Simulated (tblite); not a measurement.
BaTiO3: single-point calculation

The run: single-point calculation of BaTiO3 (P4mm, 5 atoms in the cell). Method and program: GFN2-xTB tight binding on a periodic cluster of cells at the zone centre (tblite 0.8.0).

The structure derives from an entry of the Crystallography Open Database. The run did not end well. The geometry comes from this level: r2SCAN.

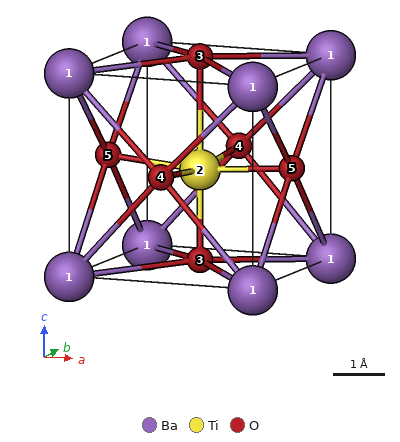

Figure 1. The input geometry (ball-and-stick view of the cell of the calculation, seen slightly off an axis; atoms are numbered from 1 in the order of the input).

**Outcome**

| quantity | value |
| --- | --- |
| outcome | stopped at the time limit |
| space group (tolerance 0.01 Å) | P4mm (99) |
| hardware | 1 thread of Intel Xeon @ 2.50GHz (Skylake/Cascade Lake), 189 GiB of memory available, shared host |
| wall time | 2.5 min |
| peak memory | 0.13 GiB |

**What went wrong**

The run was cut off by its time limit, so the output is incomplete.

**The input**
```python
import json
from ase import Atoms
from ase.build import make_supercell
from ase.units import Bohr, GPa, Hartree
from tblite.interface import Calculator

atoms = Atoms(['Ba', 'Ti', 'O', 'O', 'O'],
              cell=[[3.972365, 0.0, -0.0], [0.0, 3.972365, 0.0], [-0.0, 0.0, 4.112229]],
              scaled_positions=[[0.0, 0.0, -0.004358], [0.5, 0.5, 0.477526], [0.5, 0.5, 0.034545], [0.5, 0.0, 0.517643], [0.0, 0.5, 0.517643]],
              pbc=True)
cluster = make_supercell(atoms, [[3, 0, 0], [0, 3, 0], [0, 0, 2]])
calc = Calculator('GFN2-xTB', cluster.numbers, cluster.positions / Bohr, lattice=cluster.cell[:] / Bohr, periodic=cluster.pbc)
calc.set('temperature', 0.02 / Hartree)
calc.set('max-iter', 150)
res = calc.singlepoint()
levels = res.get('orbital-energies') * Hartree
nv = round(res.get('orbital-occupations').sum() / 2)
cells = len(cluster) // len(atoms)
out = {'energy_per_cell': res.get('energy') * Hartree / cells, 'homo': levels[nv - 1], 'lumo': levels[nv],
       'stress': (-res.get('virial') * Hartree / cluster.get_volume() / GPa).tolist(), 'charges': res.get('charges')[:len(atoms)].tolist(), 'electrons': 2 * nv / cells}
json.dump(out, open('results.json', 'w'))
for key, value in out.items():
    print(key, value)
```

Command:
```bash
python run.py
```

**The program's output**
```
------------------------------------------------------------
  cycle        total energy    energy error   density error
------------------------------------------------------------
      1     -167.5423800539  -1.6798787E+02   2.1985041E+00
      2      157.2491398324   3.2479152E+02   1.1169860E+01
      3     -242.7000699699  -3.9994921E+02   1.1041512E+00
      4     -307.8008731757  -6.5100803E+01   2.9331104E+00
      5     -238.1598448296   6.9641028E+01   1.7435444E+00
      6     -260.3953482493  -2.2235503E+01   5.5941581E-01
      7     -208.8467580404   5.1548590E+01   3.1004834E+00
      8     -252.9596820029  -4.4112924E+01   2.5455370E+00
      9     -254.7944056223  -1.8347236E+00   2.4182651E+00
     10     -251.3905898397   3.4038158E+00   2.0931991E+00
     11     -251.8624010369  -4.7181120E-01   1.9063483E+00
     12     -253.3289501484  -1.4665491E+00   1.8114546E+00
     13     -249.9181434101   3.4108067E+00   1.7880213E+00
     14     -251.3682922513  -1.4501488E+00   1.6760153E+00
     15     -260.4410930533  -9.0728008E+00   6.2930010E-01
     16     -262.2743777490  -1.8332847E+00   5.3373890E-01
     17     -263.1671241869  -8.9274644E-01   4.2957292E-01
     18     -262.8937445811   2.7337961E-01   4.6132723E-01
     19     -262.9445879670  -5.0843386E-02   5.3188381E-01
     20     -263.2439085318  -2.9932056E-01   4.7711393E-01
     21     -263.6916589602  -4.4775043E-01   4.1537200E-01
     22     -261.7459987730   1.9456602E+00   6.3187816E-01
     23     -263.7818626722  -2.0358639E+00   5.6810811E-01
     24     -264.0429638226  -2.6110115E-01   4.6310524E-01
     25     -264.3672993736  -3.2433555E-01   4.1698057E-01
     26     -263.9883346340   3.7896474E-01   4.1374070E-01
     27     -264.4600076378  -4.7167300E-01   3.4885748E-01
     28     -264.7526533316  -2.9264569E-01   3.1681687E-01
     29     -264.6206709042   1.3198243E-01   3.2537437E-01
     30     -264.7191157505  -9.8444846E-02   3.2652961E-01
     31     -264.7431835888  -2.4067838E-02   3.0321765E-01
     32     -264.7232924231   1.9891166E-02   2.5671736E-01
     33     -264.8059744652  -8.2682042E-02   2.2327163E-01
     34     -264.7322988533   7.3675612E-02   2.3424595E-01
     35     -264.8032356411  -7.0936788E-02   2.1155866E-01
     36     -264.8416377843  -3.8402143E-02   1.9732081E-01
     37     -264.9063684198  -6.4730635E-02   1.7130193E-01
     38     -264.9120230396  -5.6546198E-03   1.6949644E-01
     39     -264.4594168654   4.5260617E-01   2.3429290E-01
     40     -264.8241598618  -3.6474300E-01   1.9605579E-01
     41     -264.6718143288   1.5234553E-01   2.1940317E-01
     42     -264.7783403055  -1.0652598E-01   2.0032128E-01
     43     -264.5174114261   2.6092888E-01   2.3516497E-01
     44     -264.7113810846  -1.9396966E-01   2.1493912E-01
     45     -264.7070492410   4.3318437E-03   2.1428079E-01
     46     -264.6096054325   9.7443808E-02   2.4358395E-01
     47     -264.3987218699   2.1088356E-01   2.6459773E-01
     48     -264.7237562925  -3.2503442E-01   2.3699141E-01
     49     -264.7443441523  -2.0587860E-02   2.3381330E-01
     50     -264.8781461120  -1.3380196E-01   2.5024167E-01
     51     -264.8063100832   7.1836029E-02   2.5418189E-01
     52     -264.7835373985   2.2772685E-02   2.4260225E-01
     53     -264.7731446088   1.0392790E-02   2.4441445E-01
     54     -264.7967035106  -2.3558902E-02   2.4017794E-01
     55     -264.8319335928  -3.5230082E-02   2.3670657E-01
     56     -264.8333058132  -1.3722204E-03   2.3618583E-01
     57     -264.8281893524   5.1164608E-03   2.4590776E-01
     58     -264.8850748227  -5.6885470E-02   2.3548325E-01
     59     -264.8510441478   3.4030675E-02   2.3932006E-01
     60     -264.7874824564   6.3561691E-02   2.5045095E-01
     61     -264.8157014260  -2.8218970E-02   2.4960126E-01
     62     -264.8525839095  -3.6882483E-02   2.4332272E-01
     63     -264.8115560541   4.1027855E-02   2.5357307E-01
     64     -264.9340856694  -1.2252962E-01   2.3765685E-01
     65     -264.9199420882   1.4143581E-02   2.4202029E-01
     66     -264.9049304922   1.5011596E-02   2.3800154E-01
     67     -264.9020949422   2.8355499E-03   2.2920382E-01
     68     -264.9063049908  -4.2100486E-03   2.2911504E-01
     69     -264.8371461808   6.9158810E-02   2.2902149E-01
     70     -264.8834304952  -4.6284314E-02   2.2729309E-01
     71     -264.7736196342   1.0981086E-01   2.3444360E-01
     72     -264.7863243500  -1.2704716E-02   2.3206306E-01
     73     -264.8508446963  -6.4520346E-02   2.2881076E-01
     74     -264.8175552369   3.3289459E-02   2.3138624E-01
     75     -264.9190485567  -1.0149332E-01   2.2854628E-01
     76     -264.9943564820  -7.5307925E-02   2.1729443E-01
     77     -264.9883978120   5.9586700E-03   2.1810651E-01
     78     -265.0250757875  -3.6677976E-02   2.1267793E-01
     79     -265.0378859667  -1.2810179E-02   2.1529557E-01
     80     -265.0100944355   2.7791531E-02   2.2388012E-01
     81     -265.0252446881  -1.5150253E-02   2.1942608E-01
     82     -265.0030146991   2.2229989E-02   2.2037987E-01
     83     -264.8765535760   1.2646112E-01   2.4176375E-01
     84     -264.9264405173  -4.9886941E-02   2.3600655E-01
     85     -264.8517365631   7.4703954E-02   2.4598407E-01
     86     -264.9803669940  -1.2863043E-01   2.2788601E-01
     87     -264.9710690053   9.2979887E-03   2.3235471E-01
     88     -264.9733270036  -2.2579983E-03   2.3401095E-01
     89     -264.9862165190  -1.2889515E-02   2.3281058E-01
     90     -264.9445810242   4.1635495E-02   2.3808182E-01
     91     -264.9651554967  -2.0574472E-02   2.3644058E-01
     92     -264.9856992078  -2.0543711E-02   2.4197744E-01
     93     -264.9718033403   1.3895868E-02   2.4278406E-01
     94     -264.9357719148   3.6031425E-02   2.4662879E-01
     95     -264.9337759210   1.9959938E-03   2.4808068E-01
     96     -264.9312502382   2.5256827E-03   2.4838875E-01
     97     -264.9190461110   1.2204127E-02   2.5052886E-01
     98     -264.8518097344   6.7236377E-02   2.5904821E-01
     99     -264.8451361192   6.6736153E-03   2.5975602E-01
    100     -264.7928050967   5.2331022E-02   2.6676261E-01
    101     -264.7420488726   5.0756224E-02   2.7754780E-01
    102     -264.7633455828  -2.1296710E-02   2.7463334E-01
    103     -264.6931867392   7.0158844E-02   2.8323136E-01
    104     -264.7155105213  -2.2323782E-02   2.7915233E-01
    105     -264.6715378869   4.3972634E-02   2.8208075E-01
    106     -264.6883576746  -1.6819788E-02   2.8601575E-01
    107     -264.7628010356  -7.4443361E-02   2.8261350E-01
    108     -264.7417595601   2.1041475E-02   2.8835871E-01
    109     -264.7766193630  -3.4859803E-02   2.8822208E-01
    110     -264.7962503295  -1.9630967E-02   2.8723852E-01
    111     -264.7960684944   1.8183513E-04   2.9279645E-01
    112     -264.7516891829   4.4379312E-02   3.0326633E-01
    113     -264.7517375792  -4.8396320E-05   3.0330474E-01
    114     -264.7110714656   4.0666114E-02   3.0803278E-01
    115     -264.6917853379   1.9286128E-02   3.1099673E-01
    116     -264.6996819199  -7.8965821E-03   3.0995002E-01
    117     -264.7006886781  -1.0067582E-03   3.0976199E-01
    118     -264.6499106868   5.0777991E-02   3.1928343E-01
    119     -264.6769275433  -2.7016856E-02   3.1562022E-01
    120     -264.6604617643   1.6465779E-02   3.1959750E-01
    121     -264.6304339251   3.0027839E-02   3.2025475E-01
    122     -264.6722160777  -4.1782153E-02   3.0968653E-01
    123     -264.5621052577   1.1011082E-01   3.1540730E-01
    124     -264.6791305796  -1.1702532E-01   3.1240555E-01
    125     -264.7125971540  -3.3466574E-02   3.1246209E-01
    126     -264.5554708629   1.5712629E-01   3.4669620E-01
    127     -264.3758667184   1.7960414E-01   3.9390980E-01
    128     -264.2631983212   1.1266840E-01   4.1459619E-01
    129     -264.0697347371   1.9346358E-01   4.3510071E-01
    130     -263.9159738530   1.5376088E-01   4.5969477E-01
    131     -263.8753982334   4.0575620E-02   4.7146037E-01
    132     -263.7823249826   9.3073251E-02   4.8296022E-01
    133     -263.7405703674   4.1754615E-02   5.0172747E-01
    134     -263.6500357910   9.0534576E-02   5.1037710E-01    134     -263.6500357910   9.0534576E-02   5.1037710E-01
```
